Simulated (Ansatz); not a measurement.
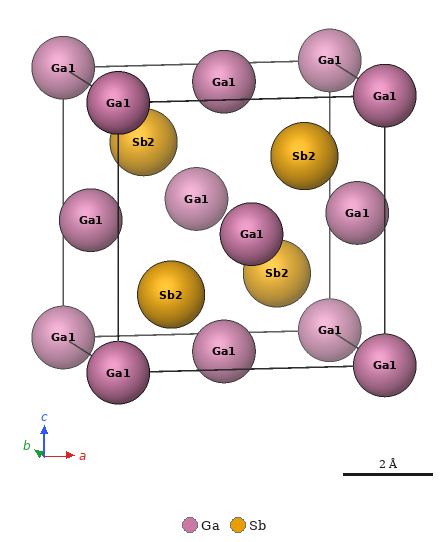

Figure 1. The structure (spheres-only view of the cell 4 times as large as that of the calculation, set on its symmetry axes, seen slightly off an axis; atoms are numbered from 1 in the order of the input). An atom can appear more than once, as a periodic image.

# What a change does: single-point calculation on GaSb

System: GaSb (F-43m, 2 atoms in the cell).
Method of run 1: DFT PBEsol, scalar-relativistic, plane waves, PAW, no spin polarisation (Ansatz 0.2.0).

The structure derives from an entry of the Crystallography Open Database. Text and figures count atoms from 1; the logs count them from 0 in places.

The input, run 1:
```yaml
crystal:
  lattice:
    - [0.0, 3.059, 3.059]
    - [3.059, 0.0, 3.059]
    - [3.059, 3.059, 0.0]
  atoms:
    - { symbol: Ga, position: [0.0, 0.0, 0.0] }
    - { symbol: Sb, position: [0.75, 0.75, 0.75] }
basis:
  ecutwfc: 420
kpoints:
  mp_grid: { grid: [16, 16, 16] }
hamiltonian:
  xc: pbesol
scf:
  occupations: { method: gaussian, width: 0.15 }
output:
  forces: true
  stress: true
  eigenvalues: true
```

Launched with:
```bash
ansatz run input.yaml --threads 1 --pin off --max-ram 2560MiB --backend cpu --events-out ev --progress --plain --runs-dir out
```

Hardware: 1 thread of Intel Xeon @ 2.70GHz, 189 GiB of memory available, shared host.

Output, shortened to warnings, some set-up lines, iterations and results (run 1):
```
Basis set: ecut = 420 eV, 1139 PW (Γ), exchange–correlation on 60×60×60 points (8 copies of the dense FFT grid, shifted against one another)
Symmetry: 24 space group operations
k-points: 145 of 4096 (time reversal used)
Initial density: superposition of atomic densities (neutral atoms: chi_scale 0, normalization atom), corrected by the library's trained network
[...]
SCF iter   1: F=—  HF=-10151.537975 eV  |F-HF|=—  |Δ(HF+E_count)|=         —  Δρ=2.61e-3  dr2=5.30e-3  ethr=1.77e-3  ⟨swp⟩=5.2  Hψ=12681  notcnv=0
SCF iter   2: F=—  HF=-10151.534982 eV  |F-HF|=—  |Δ(HF+E_count)|=   2.99e-3  Δρ=1.17e-3  dr2=6.13e-4  ethr=1.89e-5  ⟨swp⟩=2.0  Hψ=4950  notcnv=0
SCF iter   3: F=—  HF=-10151.535145 eV  |F-HF|=—  |Δ(HF+E_count)|=   1.64e-4  Δρ=3.06e-4  dr2=4.88e-5  ethr=2.19e-6  ⟨swp⟩=2.5  Hψ=4415  notcnv=0
SCF iter   4: F=—  HF=-10151.535146 eV  |F-HF|=—  |Δ(HF+E_count)|=   3.23e-7  Δρ=1.80e-4  dr2=1.23e-5  ethr=1.74e-7  ⟨swp⟩=2.0  Hψ=3916  notcnv=0
SCF iter   5: F=—  HF=-10151.535145 eV  |F-HF|=—  |Δ(HF+E_count)|=   1.28e-6  Δρ=7.19e-5  dr2=1.83e-6  ethr=4.41e-8  ⟨swp⟩=2.1  Hψ=3985  notcnv=0
SCF iter   6: F=-10151.535145 eV  HF=-10151.535145 eV  |F-HF|=1.24e-8  |Δ(HF+E_count)|=   5.27e-7  Δρ=1.63e-5  dr2=9.54e-8  ethr=3.57e-10  ⟨swp⟩=3.3  Hψ=11365  notcnv=0
SCF 1 converged in 6 iterations: F = -10151.535145 eV  dr2 = 9.54e-8
SCF converged after 6 iterations
Free energy (F): -10151.535145 eV
Harris-Foulkes:  -10151.535145 eV  (|F-HF|=1.24e-8)
Internal energy: -10151.534990 eV  (E = F + TS)
E sigma→0 (E₀):  -10151.535067 eV
Entropy (-TS):   -0.000155 eV (-0.078 meV/atom)
Fermi energy:    7.696197 eV
--- Per-component energies (eV) ---
  E_band       = -264.568504
  E_kinetic    = 323.537759
  E_local      = -3916.704664  (includes V_loc(G=0)·N_el)
  E_nonlocal   = 790.155437
  E_hartree    = 1799.595278
  E_xc         = -205.798368
  E_vxc        = -154.477354  (∫ρ·V_xc dr)
  E_paw        = -6449.596031  (= ΣΔE_a)
  E_vpaw       = -906.289797  (= ΣTr[D̂ρ^β])
  E_aug_tail   = -0.000098  (compensation charges beyond the density's cutoff)
  E_ewald      = -2493.919138
  E_core_change = 1.194835  (= ΣΔE_core)
  E_smearing   = -0.000155  (= −TS)
  E_closure    = -0.000000  (closes the sum)
  Σ components = -10151.535145   (vs F -10151.535145, Δ=0.00e0)
--- Forces (eV/Å), atoms counted from 1 ---
  atom   1  Ga    -0.00000000     0.00000000    -0.00000000
  atom   2  Sb     0.00000000    -0.00000000     0.00000000
  max |Σ_I F_I| component: 4.63e-17 eV/Å
--- Stress (GPa, compression-positive) ---
       -0.170046       0.000000       0.000000
        0.000000      -0.170046       0.000000
       -0.000000       0.000000      -0.170046
  P = ⅓ Tr σ = -0.1700 GPa (-1.700 kbar)
```

The input of run 2 differs as follows (lines with − go, lines with + come):
```diff
-  mp_grid: { grid: [16, 16, 16] }
+  mp_grid: { grid: [14, 14, 14] }
+  write_density: true
+  write_potential: true
+  elf: true
+  volumetric_format: npy
```

How does run 2 compare with run 1?

The free energy of run 2 is 0.08 meV per atom higher, which measures how much it depends on this numerical setting. The number of SCF iterations is the same. The irreducible k-points go from 145 to 104.

Output, shortened to warnings, some set-up lines, iterations and results (run 2):
```
Basis set: ecut = 420 eV, 1139 PW (Γ), exchange–correlation on 60×60×60 points (8 copies of the dense FFT grid, shifted against one another)
Symmetry: 24 space group operations
k-points: 104 of 2744 (time reversal used)
Initial density: superposition of atomic densities (neutral atoms: chi_scale 0, normalization atom), corrected by the library's trained network
[...]
SCF iter   1: F=—  HF=-10151.537816 eV  |F-HF|=—  |Δ(HF+E_count)|=         —  Δρ=2.61e-3  dr2=5.30e-3  ethr=1.77e-3  ⟨swp⟩=5.2  Hψ=9107  notcnv=0
SCF iter   2: F=—  HF=-10151.534811 eV  |F-HF|=—  |Δ(HF+E_count)|=   3.01e-3  Δρ=1.17e-3  dr2=6.08e-4  ethr=1.89e-5  ⟨swp⟩=2.0  Hψ=3567  notcnv=0
SCF iter   3: F=—  HF=-10151.534975 eV  |F-HF|=—  |Δ(HF+E_count)|=   1.65e-4  Δρ=3.05e-4  dr2=4.81e-5  ethr=2.17e-6  ⟨swp⟩=2.5  Hψ=3187  notcnv=0
SCF iter   4: F=—  HF=-10151.534977 eV  |F-HF|=—  |Δ(HF+E_count)|=   1.35e-6  Δρ=1.80e-4  dr2=1.23e-5  ethr=1.72e-7  ⟨swp⟩=2.0  Hψ=2809  notcnv=0
SCF iter   5: F=—  HF=-10151.534975 eV  |F-HF|=—  |Δ(HF+E_count)|=   1.44e-6  Δρ=7.07e-5  dr2=1.76e-6  ethr=4.41e-8  ⟨swp⟩=2.1  Hψ=2863  notcnv=0
SCF iter   6: F=-10151.534976 eV  HF=-10151.534976 eV  |F-HF|=1.45e-8  |Δ(HF+E_count)|=   5.09e-7  Δρ=1.57e-5  dr2=8.85e-8  ethr=3.57e-10  ⟨swp⟩=7.1  Hψ=12328  notcnv=0
SCF 1 converged in 6 iterations: F = -10151.534976 eV  dr2 = 8.85e-8
SCF converged after 6 iterations
Free energy (F): -10151.534976 eV
Harris-Foulkes:  -10151.534976 eV  (|F-HF|=1.45e-8)
Internal energy: -10151.534773 eV  (E = F + TS)
E sigma→0 (E₀):  -10151.534874 eV
Entropy (-TS):   -0.000203 eV (-0.101 meV/atom)
Fermi energy:    7.683478 eV
--- Per-component energies (eV) ---
  E_band       = -264.566366
  E_kinetic    = 323.538560
  E_local      = -3916.708813  (includes V_loc(G=0)·N_el)
  E_nonlocal   = 790.156426
  E_hartree    = 1799.599009
  E_xc         = -205.798310
  E_vxc        = -154.477334  (∫ρ·V_xc dr)
  E_paw        = -6449.597242  (= ΣΔE_a)
  E_vpaw       = -906.291869  (= ΣTr[D̂ρ^β])
  E_aug_tail   = -0.000098  (compensation charges beyond the density's cutoff)
  E_ewald      = -2493.919138
  E_core_change = 1.194835  (= ΣΔE_core)
  E_smearing   = -0.000203  (= −TS)
  E_closure    = -0.000000  (closes the sum)
  Σ components = -10151.534976   (vs F -10151.534976, Δ=0.00e0)
--- Forces (eV/Å), atoms counted from 1 ---
  atom   1  Ga    -0.00000000     0.00000000    -0.00000000
  atom   2  Sb     0.00000000    -0.00000000    -0.00000000
  max |Σ_I F_I| component: 4.63e-17 eV/Å
--- Stress (GPa, compression-positive) ---
       -0.169139       0.000000       0.000000
       -0.000000      -0.169139       0.000000
       -0.000000       0.000000      -0.169139
  P = ⅓ Tr σ = -0.1691 GPa (-1.691 kbar)
```

The two runs side by side:

| quantity | run 1 | run 2 |
| --- | --- | --- |
| outcome | converged | converged |
| free energy per atom (eV) | −5075.7676 | −5075.7675 |
| gap on the mesh (eV) | 0.00 | 0.00 |
| pressure (GPa) | −0.17 | −0.17 |
| largest force (eV/Å) | 0.000 | 0.000 |
| SCF iterations | 6 | 6 |
| irreducible k-points | 145 | 104 |
| plane waves at Γ | 1139 | 1139 |
| wall time (shared host) | 11 s | 9.9 s |
